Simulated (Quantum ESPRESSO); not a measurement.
**Projected density-of-states run of Hf (part 3 of 4)**

Continued. System: Hf (P-1, 2 atoms in the cell). Method: Kohn-Sham DFT of a periodic cell, PBE with D3(BJ) two-body, spin-orbit coupling, PseudoDojo 0.4 FR PBE standard (Quantum ESPRESSO 7.5); cutoff 789.13 eV, 4×4×2 k-mesh, cold smearing of 0.1 eV, non-collinear spins. The structure derives from an entry of the Crystallography Open Database.

Geometry of the input (Å; fractional positions):
```
3.1717  0.0113  -0.0002
-1.5760  2.7524  -0.0092
-0.0002  -0.0170  5.1170
Hf 0.6667  0.3333  0.7500
Hf 0.3333  0.6667  0.2500
```

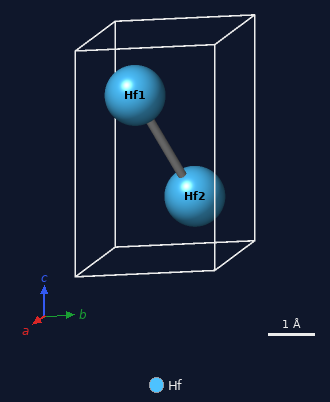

Figure 1. The structure as given in the input (ball-and-stick view of the cell of the calculation, seen slightly off an axis; atoms are numbered from 1 in the order of the input).

The program's output, continued
```
   -47.0888 -47.0886 -47.0390 -47.0387 -21.4454 -21.4453 -21.2819 -21.2817
   -13.9769 -13.9767 -13.6049 -13.6046 -13.5633 -13.5630 -13.3549 -13.3547
     8.9765   8.9770  12.2725  12.2739  13.4710  13.4713  14.1517  14.1523
    15.3633  15.3645  16.0212  16.0216  16.2875  16.2878  17.5160  17.5165
    17.7240  17.7248  18.2760  18.2767  20.7326  20.7328  22.8441  22.8443
    23.0958  23.0964  27.0922  27.0927

          k = 0.2505-0.1457-0.3104 (  2239 PWs)   bands (ev):

   -47.0643 -47.0640 -47.0636 -47.0634 -21.3649 -21.3648 -21.3633 -21.3632
   -13.7911 -13.7909 -13.7867 -13.7865 -13.4666 -13.4664 -13.4642 -13.4640
    10.5114  10.5119  10.5281  10.5286  13.9407  13.9416  13.9444  13.9454
    15.1228  15.1237  15.1549  15.1558  16.8536  16.8541  16.8637  16.8640
    19.3011  19.3014  19.3140  19.3144  19.6594  19.6596  19.6972  19.6975
    26.2181  26.2187  26.2417  26.2421

          k =-0.4990-0.2857-0.0010 (  2256 PWs)   bands (ev):

   -47.0566 -47.0563 -47.0341 -47.0338 -21.4591 -21.4590 -21.3938 -21.3936
   -13.9274 -13.9272 -13.9139 -13.9136 -13.7088 -13.7086 -13.4487 -13.4486
    11.2743  11.2752  11.8804  11.8809  12.3451  12.3455  13.8345  13.8351
    15.2982  15.2987  15.5229  15.5232  16.2410  16.2416  20.6646  20.6652
    20.9247  20.9248  21.1933  21.1937  21.4157  21.4169  21.9127  21.9134
    23.1678  23.1685  24.1902  24.1907

          k =-0.4990-0.2868-0.3109 (  2252 PWs)   bands (ev):

   -47.0458 -47.0455 -47.0449 -47.0446 -21.4294 -21.4292 -21.4271 -21.4270
   -13.9782 -13.9778 -13.9748 -13.9746 -13.5182 -13.5180 -13.5135 -13.5133
    11.2008  11.2012  11.2114  11.2117  13.5712  13.5720  13.5875  13.5882
    15.6832  15.6837  15.7175  15.7181  17.3978  17.3982  17.4068  17.4072
    20.6204  20.6209  20.6320  20.6328  21.0016  21.0021  21.0068  21.0072
    23.4609  23.4616  23.4790  23.4795

          k =-0.5000 0.0018-0.0000 (  2257 PWs)   bands (ev):

   -47.0556 -47.0553 -47.0335 -47.0332 -21.4615 -21.4614 -21.3928 -21.3926
   -13.9004 -13.9003 -13.8391 -13.8388 -13.7474 -13.7471 -13.5431 -13.5430
    11.5081  11.5088  12.6049  12.6052  13.0768  13.0772  13.2820  13.2830
    14.8508  14.8513  15.4860  15.4864  15.9715  15.9723  18.7033  18.7043
    19.7404  19.7409  20.3970  20.3972  21.4945  21.4950  22.4057  22.4064
    23.0762  23.0767  24.0607  24.0615

          k =-0.5000 0.0007-0.3099 (  2252 PWs)   bands (ev):

   -47.0450 -47.0447 -47.0441 -47.0438 -21.4305 -21.4304 -21.4272 -21.4271
   -13.9947 -13.9944 -13.8596 -13.8594 -13.6487 -13.6485 -13.5134 -13.5131
    11.8815  11.8816  11.9908  11.9910  13.7635  13.7644  13.8144  13.8151
    14.5010  14.5019  14.5257  14.5263  16.7140  16.7146  16.9374  16.9379
    20.2195  20.2201  20.2446  20.2451  21.6785  21.6789  21.7446  21.7451
    24.4754  24.4759  24.6023  24.6029

          k =-0.4969-0.8607-0.0029 (  2262 PWs)   bands (ev):

   -47.0544 -47.0541 -47.0331 -47.0329 -21.4614 -21.4612 -21.3992 -21.3990
   -13.9245 -13.9245 -13.9210 -13.9208 -13.7204 -13.7201 -13.4613 -13.4611
    11.3002  11.3012  11.8811  11.8820  12.3458  12.3461  13.8806  13.8811
    15.3120  15.3125  15.4482  15.4485  16.2920  16.2932  20.7009  20.7014
    20.9139  20.9140  21.2090  21.2094  21.4643  21.4651  21.9310  21.9316
    23.2209  23.2214  24.0627  24.0631

          k =-0.4969-0.8618-0.3128 (  2260 PWs)   bands (ev):

   -47.0442 -47.0439 -47.0433 -47.0430 -21.4331 -21.4330 -21.4309 -21.4308
   -13.9825 -13.9822 -13.9793 -13.9791 -13.5279 -13.5276 -13.5233 -13.5231
    11.2193  11.2200  11.2294  11.2297  13.5785  13.5798  13.5942  13.5954
    15.7346  15.7351  15.7675  15.7682  17.3190  17.3192  17.3268  17.3271
    20.6307  20.6311  20.6470  20.6475  21.0221  21.0226  21.0310  21.0314
    23.5322  23.5325  23.5485  23.5493

          k = 0.0010-0.2875-0.0010 (  2252 PWs)   bands (ev):

   -47.0897 -47.0895 -47.0397 -47.0394 -21.4439 -21.4438 -21.2796 -21.2794
   -13.9783 -13.9782 -13.5986 -13.5983 -13.5611 -13.5608 -13.3468 -13.3467
     8.9544   8.9549  12.2515  12.2526  13.4690  13.4694  14.1190  14.1197
    15.3279  15.3288  16.0086  16.0090  16.3410  16.3413  17.5594  17.5602
    17.7362  17.7372  18.3402  18.3411  20.7573  20.7575  22.8064  22.8067
    23.0803  23.0808  27.0188  27.0193

          k = 0.0010-0.2864 0.3090 (  2247 PWs)   bands (ev):

   -47.0654 -47.0651 -47.0641 -47.0638 -21.3639 -21.3638 -21.3606 -21.3604
   -13.7931 -13.7929 -13.7844 -13.7843 -13.4601 -13.4598 -13.4560 -13.4558
    10.4836  10.4840  10.5177  10.5182  13.9181  13.9188  13.9250  13.9258
    15.0734  15.0743  15.1391  15.1399  16.9223  16.9228  16.9427  16.9433
    19.3396  19.3401  19.3616  19.3620  19.6301  19.6303  19.7029  19.7033
    26.1922  26.1926  26.2410  26.2416

          k =-0.2495-0.1429-0.0005 (  2251 PWs)   bands (ev):

   -47.0897 -47.0895 -47.0397 -47.0394 -21.4439 -21.4438 -21.2796 -21.2794
   -13.9784 -13.9783 -13.5986 -13.5983 -13.5611 -13.5608 -13.3468 -13.3467
     8.9544   8.9549  12.2519  12.2529  13.4692  13.4695  14.1188  14.1195
    15.3273  15.3280  16.0087  16.0090  16.3415  16.3418  17.5595  17.5604
    17.7364  17.7373  18.3398  18.3408  20.7560  20.7562  22.8148  22.8150
    23.0731  23.0736  27.0197  27.0201

          k =-0.2495-0.1418 0.3094 (  2254 PWs)   bands (ev):

   -47.0651 -47.0648 -47.0644 -47.0642 -21.3631 -21.3630 -21.3614 -21.3613
   -13.7912 -13.7910 -13.7863 -13.7862 -13.4596 -13.4593 -13.4566 -13.4564
    10.4920  10.4925  10.5094  10.5098  13.9194  13.9201  13.9238  13.9244
    15.0887  15.0897  15.1234  15.1242  16.9264  16.9270  16.9391  16.9397
    19.3427  19.3432  19.3564  19.3568  19.6485  19.6489  19.6858  19.6861
    26.2046  26.2053  26.2289  26.2293

          k =-0.2485-0.4304-0.0014 (  2255 PWs)   bands (ev):

   -47.0567 -47.0564 -47.0340 -47.0337 -21.4604 -21.4602 -21.3899 -21.3898
   -13.8969 -13.8968 -13.8309 -13.8306 -13.7470 -13.7468 -13.5419 -13.5419
    11.4689  11.4695  12.6144  12.6148  13.1009  13.1014  13.2881  13.2891
    14.8923  14.8927  15.4586  15.4591  15.9689  15.9696  18.6932  18.6939
    19.7834  19.7841  20.3946  20.3947  21.3948  21.3957  22.2876  22.2886
    23.0657  23.0662  24.0577  24.0588

          k =-0.2485-0.4293 0.3085 (  2250 PWs)   bands (ev):

   -47.0461 -47.0458 -47.0446 -47.0443 -21.4290 -21.4289 -21.4247 -21.4246
   -13.9907 -13.9904 -13.8513 -13.8510 -13.6503 -13.6502 -13.5110 -13.5108
    11.8768  11.8770  11.9877  11.9879  13.7818  13.7826  13.8293  13.8299
    14.4725  14.4732  14.4936  14.4942  16.7350  16.7355  16.9596  16.9601
    20.2346  20.2352  20.2579  20.2585  21.5962  21.5970  21.6699  21.6707
    24.4904  24.4911  24.5794  24.5798

          k =-0.2515 0.4321 0.0014 (  2260 PWs)   bands (ev):

   -47.0556 -47.0553 -47.0335 -47.0332 -21.4615 -21.4614 -21.3928 -21.3926
   -13.9003 -13.9003 -13.8390 -13.8387 -13.7475 -13.7472 -13.5432 -13.5431
    11.5081  11.5088  12.6049  12.6053  13.0767  13.0773  13.2819  13.2830
    14.8512  14.8517  15.4844  15.4846  15.9728  15.9737  18.7029  18.7039
    19.7414  19.7420  20.3964  20.3966  21.4944  21.4949  22.4051  22.4057
    23.0763  23.0767  24.0598  24.0605

          k =-0.2515 0.4332 0.3113 (  2251 PWs)   bands (ev):

   -47.0453 -47.0450 -47.0438 -47.0435 -21.4310 -21.4308 -21.4267 -21.4266
   -13.9948 -13.9945 -13.8595 -13.8593 -13.6486 -13.6484 -13.5134 -13.5132
    11.8809  11.8811  11.9913  11.9915  13.7643  13.7652  13.8135  13.8143
    14.5007  14.5015  14.5262  14.5269  16.7139  16.7146  16.9373  16.9379
    20.2193  20.2198  20.2449  20.2454  21.6778  21.6782  21.7449  21.7453
    24.4928  24.4933  24.5845  24.5851

          k =-0.2505 0.1446 0.0005 (  2250 PWs)   bands (ev):

   -47.0888 -47.0886 -47.0390 -47.0387 -21.4454 -21.4453 -21.2819 -21.2817
   -13.9769 -13.9767 -13.6049 -13.6046 -13.5633 -13.5630 -13.3549 -13.3547
     8.9765   8.9770  12.2725  12.2740  13.4710  13.4713  14.1517  14.1523
    15.3633  15.3645  16.0212  16.0216  16.2875  16.2878  17.5159  17.5165
    17.7241  17.7248  18.2760  18.2766  20.7326  20.7328  22.8441  22.8443
    23.0959  23.0964  27.0922  27.0927

          k =-0.2505 0.1457 0.3104 (  2239 PWs)   bands (ev):

   -47.0643 -47.0640 -47.0636 -47.0634 -21.3649 -21.3648 -21.3633 -21.3632
   -13.7911 -13.7909 -13.7867 -13.7865 -13.4666 -13.4664 -13.4642 -13.4640
    10.5114  10.5119  10.5282  10.5286  13.9407  13.9415  13.9445  13.9454
    15.1228  15.1237  15.1549  15.1558  16.8536  16.8541  16.8637  16.8640
    19.3011  19.3014  19.3140  19.3144  19.6594  19.6597  19.6972  19.6975
    26.2182  26.2188  26.2416  26.2420

          k = 0.5000-0.0018 0.0000 (  2257 PWs)   bands (ev):

   -47.0556 -47.0553 -47.0335 -47.0332 -21.4615 -21.4614 -21.3928 -21.3926
   -13.9004 -13.9003 -13.8390 -13.8387 -13.7475 -13.7472 -13.5431 -13.5430
    11.5082  11.5088  12.6049  12.6052  13.0768  13.0772  13.2819  13.2829
    14.8508  14.8513  15.4861  15.4864  15.9715  15.9723  18.7033  18.7043
    19.7404  19.7410  20.3970  20.3971  21.4945  21.4950  22.4057  22.4063
    23.0762  23.0767  24.0607  24.0616

          k = 0.5000-0.0007 0.3099 (  2252 PWs)   bands (ev):

   -47.0450 -47.0447 -47.0441 -47.0438 -21.4305 -21.4303 -21.4273 -21.4271
   -13.9947 -13.9945 -13.8595 -13.8593 -13.6486 -13.6484 -13.5135 -13.5132
    11.8815  11.8816  11.9908  11.9910  13.7638  13.7647  13.8142  13.8149
    14.5008  14.5016  14.5259  14.5265  16.7145  16.7151  16.9369  16.9375
    20.2196  20.2202  20.2445  20.2449  21.6784  21.6788  21.7447  21.7451
    24.4754  24.4758  24.6024  24.6030

     the Fermi energy is    14.4917 ev

!    total energy              =    -226.20441842 Ry
     estimated scf accuracy    <          3.6E-10 Ry
     smearing contrib. (-TS)   =      -0.00086928 Ry
     internal energy E=F+TS    =    -226.20354914 Ry

     The total energy is F=E-TS. E is the sum of the following terms:
     one-electron contribution =     -41.17859976 Ry
     hartree contribution      =      28.41003003 Ry
     xc contribution           =     -57.18254488 Ry
     ewald contribution        =    -156.18627442 Ry
     DFT-D3 Dispersion         =      -0.06616011 Ry

     total magnetization       =    -0.00     0.00     0.00 Bohr mag/cell
     absolute magnetization    =     0.00 Bohr mag/cell

     convergence has been achieved in  55 iterations

     Forces acting on atoms (cartesian axes, Ry/au):

     atom    1 type  1   force =    -0.00034861    0.00021253   -0.00001610
     atom    2 type  2   force =     0.00034861   -0.00021253    0.00001610

     Total force =     0.000578     Total SCF correction =     0.000001

     Computing stress (Cartesian axis) and pressure

          total   stress  (Ry/bohr**3)                   (kbar)     P=      -30.07
  -0.00008693  -0.00001929   0.00000084          -12.79       -2.84        0.12
  -0.00001929  -0.00010969   0.00003121           -2.84      -16.14        4.59
   0.00000084   0.00003121  -0.00041666            0.12        4.59      -61.29

=------------------------------------------------------------------------------=
   JOB DONE.
=------------------------------------------------------------------------------=
```

File nscf.out
```
This program is part of the open-source Quantum ESPRESSO suite
     for quantum simulation of materials; please cite
         "P. Giannozzi et al., J. Phys.:Condens. Matter 21 395502 (2009);
         "P. Giannozzi et al., J. Phys.:Condens. Matter 29 465901 (2017);
         "P. Giannozzi et al., J. Chem. Phys. 152 154105 (2020);
          URL
     in publications or presentations arising from this work. More details at

     Atomic positions and unit cell read from directory:
     ./tmp/pwscf.save/

     Fixed quantization axis for GGA:     0.351528    0.874014    0.335452
     [opt_tetra]  Optimized tetrahedron method is used.

     G-vector sticks info
     --------------------
     sticks:   dense  smooth     PW     G-vecs:    dense   smooth      PW
     Sum         583     583    187                18099    18099    3355

     Using Slab Decomposition

     bravais-lattice index     =            0
     lattice parameter (alat)  =       5.9936  a.u.
     unit-cell volume          =     302.0596 (a.u.)^3
     number of atoms/cell      =            2
     number of atomic types    =            2
     number of electrons       =        24.00
     number of Kohn-Sham states=           44
     kinetic-energy cutoff     =      58.0000  Ry
     charge density cutoff     =     232.0000  Ry
     Exchange-correlation= PBE
                           (   1   4   3   4   0   0   0)
     Noncollinear calculation with spin-orbit

     celldm(1)=   5.993588  celldm(2)=   0.000000  celldm(3)=   0.000000
     celldm(4)=   0.000000  celldm(5)=   0.000000  celldm(6)=   0.000000

     crystal axes: (cart. coord. in units of alat)
               a(1) = (   0.999994   0.003567  -0.000050 )
               a(2) = (  -0.496908   0.867821  -0.002916 )
               a(3) = (  -0.000079  -0.005372   1.613330 )

     reciprocal axes: (cart. coord. in units 2 pi/alat)
               b(1) = (  0.997968  0.571435  0.001951 )
               b(2) = ( -0.004102  1.149975  0.003829 )
               b(3) = (  0.000023  0.002096  0.619843 )

     PseudoPot. # 1 for Hf read from file:
     Hf.upf
     Pseudo is Norm-conserving + core correction, Zval = 12.0
     Generated using ONCVPSP code by D. R. Hamann
     Using radial grid of 1716 points, 14 beta functions with:
                l(1) =   0
                l(2) =   0
                l(3) =   1
                l(4) =   1
                l(5) =   1
                l(6) =   1
                l(7) =   2
                l(8) =   2
                l(9) =   2
               l(10) =   2
               l(11) =   3
               l(12) =   3
               l(13) =   3
               l(14) =   3

     PseudoPot. # 2 for Hf read from file:
     Hf.upf
     Pseudo is Norm-conserving + core correction, Zval = 12.0
     Generated using ONCVPSP code by D. R. Hamann
     Using radial grid of 1716 points, 14 beta functions with:
                l(1) =   0
                l(2) =   0
                l(3) =   1
                l(4) =   1
                l(5) =   1
                l(6) =   1
                l(7) =   2
                l(8) =   2
                l(9) =   2
               l(10) =   2
               l(11) =   3
               l(12) =   3
               l(13) =   3
               l(14) =   3

     atomic species   valence    mass     pseudopotential
     Hf1              12.00   178.49000     Hf( 1.00)
     Hf2              12.00   178.49000     Hf( 1.00)

     No symmetry found

   Cartesian axes

     site n.     atom                  positions (alat units)
         1        Hf1    tau(   1) = (   0.5009677   0.2876226   1.2089929  )
         2        Hf2    tau(   2) = (   0.0020399   0.5783933   0.4013722  )

     --------------------------------------------
     DFT-D3 Dispersion Correction (no 3-body):
     --------------------------------------------
       Reference C6 values for interpolation:

         atom   Coordination number   C6
         Hf1        0.000          2882.48
         Hf1        1.925          1560.77
         Hf1        3.884           841.95
         Hf2        0.000          2882.48
         Hf2        1.925          1560.77
         Hf2        3.884           841.95

       Values used:

         atom   Coordination number  R0_AB[au]  C6      C8
         Hf1       11.533            4.011    841.95 170130.07
         Hf2       11.533            4.011    841.95 170130.07

         Molecular C6 ( Ry / a.u.^6 ) =      3367.81

     number of k points=   108 (tetrahedron method)

     Number of k-points >= 100: set verbosity='high' to print them.

     Dense  grid:    18099 G-vectors     FFT dimensions: (  30,  30,  48)

     Generating pointlists ...
     new r_m :   0.4083 (alat units)  2.4470 (a.u.) for type    1
     new r_m :   0.4083 (alat units)  2.4470 (a.u.) for type    2

     The potential is recalculated from file :
     ./tmp/pwscf.save/charge-density

     Starting wfcs are   40 randomized atomic wfcs +    4 random wfcs

     Band Structure Calculation
     Davidson diagonalization with overlap

     ethr =  4.17E-11,  avg # of iterations = 35.8

     End of band structure calculation

     Number of k-points >= 100: set verbosity='high' to print the bands.

     the Fermi energy is    14.6716 ev
     (compare with:    14.4917 eV, computed in scf)

=------------------------------------------------------------------------------=
   JOB DONE.
=------------------------------------------------------------------------------=
```

File projwfc.out
```
This program is part of the open-source Quantum ESPRESSO suite
     for quantum simulation of materials; please cite
         "P. Giannozzi et al., J. Phys.:Condens. Matter 21 395502 (2009);
         "P. Giannozzi et al., J. Phys.:Condens. Matter 29 465901 (2017);
         "P. Giannozzi et al., J. Chem. Phys. 152 154105 (2020);
          URL
     in publications or presentations arising from this work. More details at

     ./tmp/pwscf.save/

     IMPORTANT: XC functional enforced from input :
     Exchange-correlation= PBE
                           (   1   4   3   4   0   0   0)
     Any further DFT definition will be discarded
     Please, verify this is what you really want

     G-vector sticks info
     --------------------
     sticks:   dense  smooth     PW     G-vecs:    dense   smooth      PW
     Sum         583     583    187                18099    18099    3355

     Using Slab Decomposition

     Optimized tetrahedron method (read from file)
     [opt_tetra]  Optimized tetrahedron method is used.

     Calling projwave ....

  Problem Sizes
  natomwfc =           40
  nbnd     =           44
  nkstot   =          108
  npwx     =         2283
  nkb      =          124

     Atomic states used for projection
     (read from pseudopotential files):
```
